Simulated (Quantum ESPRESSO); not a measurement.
Workfunction calculation of Sb (part 2 of 2)

Sb (slab, 7 atoms in the cell); Kohn-Sham DFT of a periodic cell, PBE, PseudoDojo 0.4.1 SR PBE standard, no spin polarisation (Quantum ESPRESSO 7.5); cutoff 1088.45 eV, 7×7×1 k-mesh, fermi-dirac of 0.05 eV. The structure derives from an entry of the Crystallography Open Database.

Geometry of the input (Å; fractional positions):
```
4.4689  0.0000  0.0000
-2.2345  3.8702  -0.0000
0.0000  0.0000  25.9466
Sb 0.6667  0.3333  0.2891
Sb 0.3333  0.6667  0.3594
Sb 0.0000  0.0000  0.4297
Sb 0.6667  0.3333  0.5000
Sb 0.3333  0.6667  0.5703
Sb 0.0000  0.0000  0.6406
Sb 0.6667  0.3333  0.7109
```

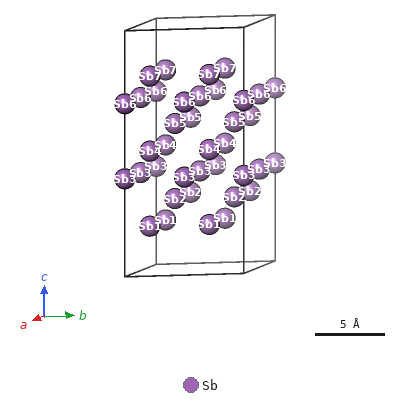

*The input geometry (spheres-only view of the 2 × 2 repeat of the cell, with the vacuum cut short, seen slightly off an axis; atoms are numbered from 1 in the order of the input). An atom can appear more than once, as a periodic image.*

## The program's output, continued
```
   -26.7587 -26.7167 -26.7147 -26.7124 -26.7009 -26.6985 -26.6832 -26.6820
   -26.6780 -26.6736 -26.6722 -26.6625 -26.6624 -26.6620 -26.6619 -26.6509
   -26.6504 -26.6471 -26.6447 -26.6324 -26.6279 -26.6236 -26.6193 -26.6112
   -26.5807 -26.5057 -26.5057 -26.5013 -26.5012 -26.4754 -26.4754 -26.4659
   -26.4658 -26.4646 -26.4646  -7.8384  -7.4488  -7.0249  -6.6329  -6.1065
    -5.5118  -5.0841  -2.3173  -1.2823  -0.6425  -0.5305  -0.0106   0.0258
     0.3584   0.9639   1.1172   1.9800   2.2116   2.2410   3.4743   3.6931
     4.0398   5.0494   5.2580   5.3729   5.9671   6.4561   6.6150   6.7111
     7.6399   8.2215   8.3861

          k = 0.1353 0.2344 0.0000 ( 36606 PWs)   bands (ev):

   -26.7580 -26.7460 -26.7130 -26.7123 -26.7073 -26.7045 -26.7041 -26.6848
   -26.6794 -26.6763 -26.6751 -26.6711 -26.6706 -26.6676 -26.6664 -26.6441
   -26.6416 -26.6402 -26.6375 -26.6228 -26.6199 -26.6163 -26.6146 -26.5934
   -26.5821 -26.5033 -26.5033 -26.5015 -26.5014 -26.4704 -26.4704 -26.4656
   -26.4656 -26.4647 -26.4647  -8.8551  -8.3247  -7.5281  -6.5499  -5.5272
    -4.6791  -4.2223  -0.9369  -0.8926  -0.1890  -0.0287   0.2205   0.7627
     1.0739   1.1042   1.6237   2.1851   2.4011   2.8606   3.4610   3.7270
     4.1534   4.6199   5.0742   5.4465   5.5983   6.2781   6.3831   6.6673
     6.6673   7.1491   7.2531

          k = 0.1353 0.3907 0.0000 ( 36618 PWs)   bands (ev):

   -26.7531 -26.7308 -26.7136 -26.7086 -26.7053 -26.6992 -26.6894 -26.6830
   -26.6771 -26.6743 -26.6718 -26.6694 -26.6676 -26.6617 -26.6617 -26.6484
   -26.6483 -26.6439 -26.6420 -26.6295 -26.6241 -26.6215 -26.6180 -26.6026
   -26.5860 -26.5051 -26.5051 -26.5015 -26.5015 -26.4744 -26.4744 -26.4663
   -26.4663 -26.4646 -26.4646  -8.1585  -7.6940  -7.0528  -6.3915  -5.8424
    -5.3794  -5.1405  -1.9253  -1.1957  -0.9590  -0.5250  -0.3083   0.2093
     0.4587   0.9736   1.2552   2.1750   2.2984   2.4633   3.6457   3.8395
     4.2139   4.9744   5.4396   5.8647   6.0707   6.2145   6.7921   7.0907
     7.4747   7.7086   7.9499

          k = 0.1353 0.5469 0.0000 ( 36640 PWs)   bands (ev):

   -26.7517 -26.7182 -26.7140 -26.7074 -26.7012 -26.6989 -26.6931 -26.6778
   -26.6739 -26.6736 -26.6712 -26.6635 -26.6634 -26.6619 -26.6619 -26.6506
   -26.6500 -26.6464 -26.6446 -26.6295 -26.6291 -26.6243 -26.6210 -26.6084
   -26.5867 -26.5060 -26.5060 -26.5016 -26.5015 -26.4762 -26.4762 -26.4667
   -26.4666 -26.4646 -26.4646  -7.2759  -7.2390  -7.0279  -6.6744  -6.1985
    -5.7288  -5.5009  -2.2811  -1.2689  -1.0886  -0.9940  -0.2448  -0.2112
     0.3362   0.9353   1.0162   1.9253   2.2807   2.5080   3.6133   3.9563
     3.9702   5.1635   5.5498   5.8258   6.0079   6.6783   6.7727   7.0048
     7.8331   8.3166   8.9406

          k = 0.2707 0.4688 0.0000 ( 36634 PWs)   bands (ev):

   -26.7381 -26.7288 -26.7091 -26.7055 -26.7054 -26.7005 -26.6998 -26.6753
   -26.6750 -26.6713 -26.6707 -26.6681 -26.6679 -26.6627 -26.6626 -26.6481
   -26.6480 -26.6453 -26.6426 -26.6283 -26.6249 -26.6242 -26.6136 -26.6028
   -26.6010 -26.5059 -26.5059 -26.5019 -26.5019 -26.4764 -26.4764 -26.4673
   -26.4673 -26.4646 -26.4646  -7.3441  -7.0119  -6.6625  -6.4316  -6.2676
    -5.9773  -5.9536  -1.8363  -1.8075  -1.3169  -0.8690  -0.7543  -0.3432
     0.5279   0.6405   0.9293   2.0920   2.3563   2.5446   3.8262   4.0585
     4.2437   5.4659   5.6437   5.9216   6.7777   7.2604   7.3319   7.4126
     7.4171   8.1678   8.1883

     the Fermi energy is     2.3279 ev

!    total energy              =   -1273.23191943 Ry
     estimated scf accuracy    <          4.0E-09 Ry
     smearing contrib. (-TS)   =      -0.00618006 Ry
     internal energy E=F+TS    =   -1273.22573936 Ry

     The total energy is F=E-TS. E is the sum of the following terms:
     one-electron contribution =   -5300.96282573 Ry
     hartree contribution      =    2675.70267811 Ry
     xc contribution           =    -317.88879311 Ry
     ewald contribution        =    1669.92320135 Ry

     convergence has been achieved in  12 iterations

     Forces acting on atoms (cartesian axes, Ry/au):

     atom    1 type  1   force =     0.00000000   -0.00000000    0.03333744
     atom    2 type  1   force =    -0.00000000   -0.00000000   -0.04029974
     atom    3 type  1   force =     0.00000000   -0.00000000    0.01740989
     atom    4 type  1   force =     0.00000000    0.00000000    0.00000000
     atom    5 type  1   force =    -0.00000000    0.00000000   -0.01740989
     atom    6 type  1   force =     0.00000000   -0.00000000    0.04029974
     atom    7 type  1   force =     0.00000000   -0.00000000   -0.03333744

     Total force =     0.077956     Total SCF correction =     0.000239

=------------------------------------------------------------------------------=
   JOB DONE.
=------------------------------------------------------------------------------=
```

## File pp_density.out
```
This program is part of the open-source Quantum ESPRESSO suite
     for quantum simulation of materials; please cite
         "P. Giannozzi et al., J. Phys.:Condens. Matter 21 395502 (2009);
         "P. Giannozzi et al., J. Phys.:Condens. Matter 29 465901 (2017);
         "P. Giannozzi et al., J. Chem. Phys. 152 154105 (2020);
          URL
     in publications or presentations arising from this work. More details at

     ./tmp/pwscf.save/

     IMPORTANT: XC functional enforced from input :
     Exchange-correlation= PBE
                           (   1   4   3   4   0   0   0)
     Any further DFT definition will be discarded
     Please, verify this is what you really want

     G-vector sticks info
     --------------------
     sticks:   dense  smooth     PW     G-vecs:    dense   smooth      PW
     Sum        1573    1573    433               292671   292671   42459

     Using Slab Decomposition

     Calling punch_plot, plot_num =   0
     Writing data to file  density.dat
     Reading data from file  density.dat

     Writing data to be plotted to file density.cube
     Plot Type: 3D                     Output format: Gaussian cube

=------------------------------------------------------------------------------=
   JOB DONE.
=------------------------------------------------------------------------------=
```

## File pp_potential.out
```
This program is part of the open-source Quantum ESPRESSO suite
     for quantum simulation of materials; please cite
         "P. Giannozzi et al., J. Phys.:Condens. Matter 21 395502 (2009);
         "P. Giannozzi et al., J. Phys.:Condens. Matter 29 465901 (2017);
         "P. Giannozzi et al., J. Chem. Phys. 152 154105 (2020);
          URL
     in publications or presentations arising from this work. More details at

     ./tmp/pwscf.save/

     IMPORTANT: XC functional enforced from input :
     Exchange-correlation= PBE
                           (   1   4   3   4   0   0   0)
     Any further DFT definition will be discarded
     Please, verify this is what you really want

     G-vector sticks info
     --------------------
     sticks:   dense  smooth     PW     G-vecs:    dense   smooth      PW
     Sum        1573    1573    433               292671   292671   42459

     Using Slab Decomposition

     Calling punch_plot, plot_num =  11
     Writing data to file  potential.dat
     Reading data from file  potential.dat

     Writing data to be plotted to file potential.cube
     Plot Type: 3D                     Output format: Gaussian cube

=------------------------------------------------------------------------------=
   JOB DONE.
=------------------------------------------------------------------------------=
```

## File pp_elf.out
```
This program is part of the open-source Quantum ESPRESSO suite
     for quantum simulation of materials; please cite
         "P. Giannozzi et al., J. Phys.:Condens. Matter 21 395502 (2009);
         "P. Giannozzi et al., J. Phys.:Condens. Matter 29 465901 (2017);
         "P. Giannozzi et al., J. Chem. Phys. 152 154105 (2020);
          URL
     in publications or presentations arising from this work. More details at

     ./tmp/pwscf.save/

     IMPORTANT: XC functional enforced from input :
     Exchange-correlation= PBE
                           (   1   4   3   4   0   0   0)
     Any further DFT definition will be discarded
     Please, verify this is what you really want

     G-vector sticks info
     --------------------
     sticks:   dense  smooth     PW     G-vecs:    dense   smooth      PW
     Sum        1573    1573    433               292671   292671   42459

     Using Slab Decomposition

     Calling punch_plot, plot_num =   8
     Message from routine do_elf_kin:
     elf/kin + US not fully implemented
     Writing data to file  elf.dat
     Reading data from file  elf.dat

     Writing data to be plotted to file elf.cube
     Plot Type: 3D                     Output format: Gaussian cube

=------------------------------------------------------------------------------=
   JOB DONE.
=------------------------------------------------------------------------------=
```

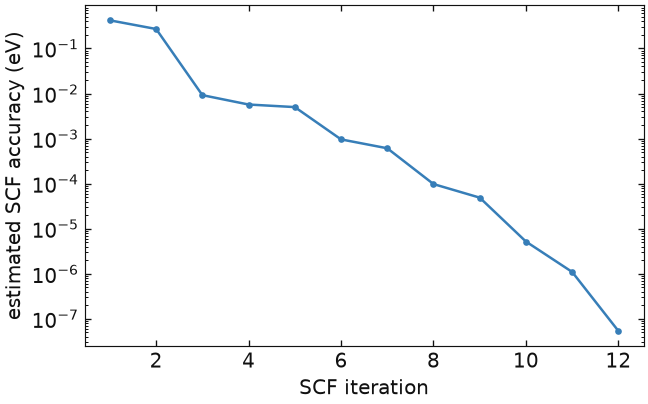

*Convergence of the self-consistent field: estimated SCF accuracy against the iteration.*

The field takes 12 iterations in all.

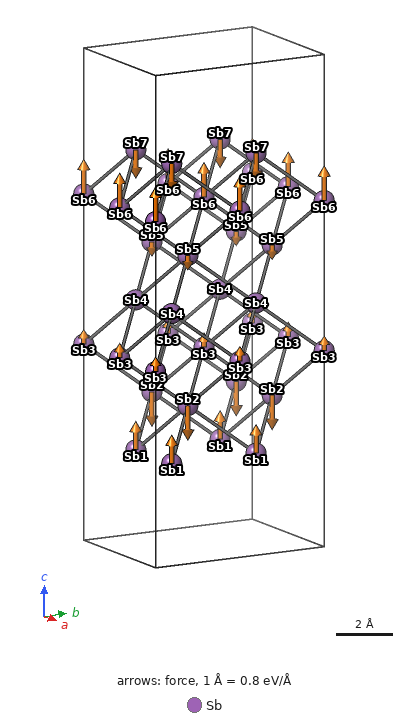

*Forces on the atoms as orange arrows (ball-and-stick view of the 2 × 2 repeat of the cell, with the vacuum cut short, seen slightly off an axis; atoms are numbered from 1 in the order of the input).*

The largest act on Sb2, Sb6 (1.04 eV/Å); Sb1, Sb7 (0.86 eV/Å); Sb3, Sb5 (0.45 eV/Å). The geometry is not a stationary point of this energy.

## Key numbers

| quantity | value |
| --- | --- |
| outcome | converged |
| electrons treated | 105 |
| free energy | −17323.2028 eV |
| work function, top face | 4.61 eV |
| work function, bottom face | 4.61 eV |
| Fermi energy | 2.328 eV |
| gap on the k-point mesh | none (metallic) |
| work function (upper face) | 4.61 eV |
| largest force (length of the vector) | 1.036 eV/Å |
| wall time | 11 min |
| peak memory | 0.79 GiB |

## Notes

Notes on the run: negative rho.
